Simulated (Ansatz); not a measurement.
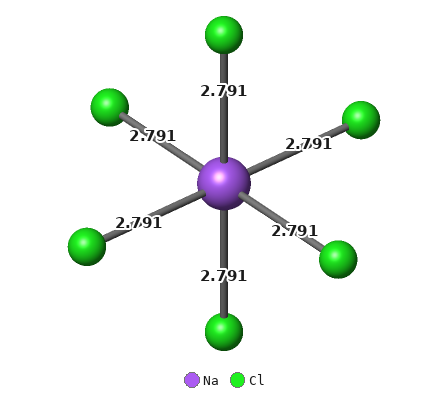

The surroundings of site Na1 (at 0.000, 0.000, 0.000) in NaCl in space group Fm-3m, with bond lengths in Å.

Origin of the cell: the end point of a relaxation with Ansatz 0.2.0, DFT PBE+D3(BJ), scalar-relativistic, plane waves, PAW.

```
Na Cl
1.0
     5.58133    0.00000    0.00000
     0.00000    5.58133    0.00000
     0.00000    0.00000    5.58133
Na Cl
4 4
Direct
  0.00000 0.00000 0.00000
  0.00000 0.50000 0.50000
  0.50000 0.00000 0.50000
  0.50000 0.50000 0.00000
  0.50000 0.00000 0.00000
  0.50000 0.50000 0.50000
  0.00000 0.00000 0.50000
  0.00000 0.50000 0.00000
```

Bond valence s = exp((R0 − d)/b), R0 fitted to published crystal structures with b = 0.37 Å; R0 in Å: Na+–Cl 2.166.

Q: Calculate the bond-valence sum of Na1 from the bonds drawn.

A: 6 × 0.185 = 1.11 v.u., against a formal valence of 1: overbonded (bonds short for this ion) by 0.11.

Q: And over the whole structure?

A:
```tsv
site	x, y, z	formal valence	bond-valence sum	difference
Na1	0.000, 0.000, 0.000	+1	1.11	0.11
Cl1	0.500, 0.000, 0.000	−1	1.11	0.11
```

These sums include all anions within 5 Å. The global instability index (root mean square of the differences over all atoms) is 0.11 v.u.: moderate strain, common in real structures. Cells relaxed with PBE tend to have slightly long bonds, which lowers the sums.
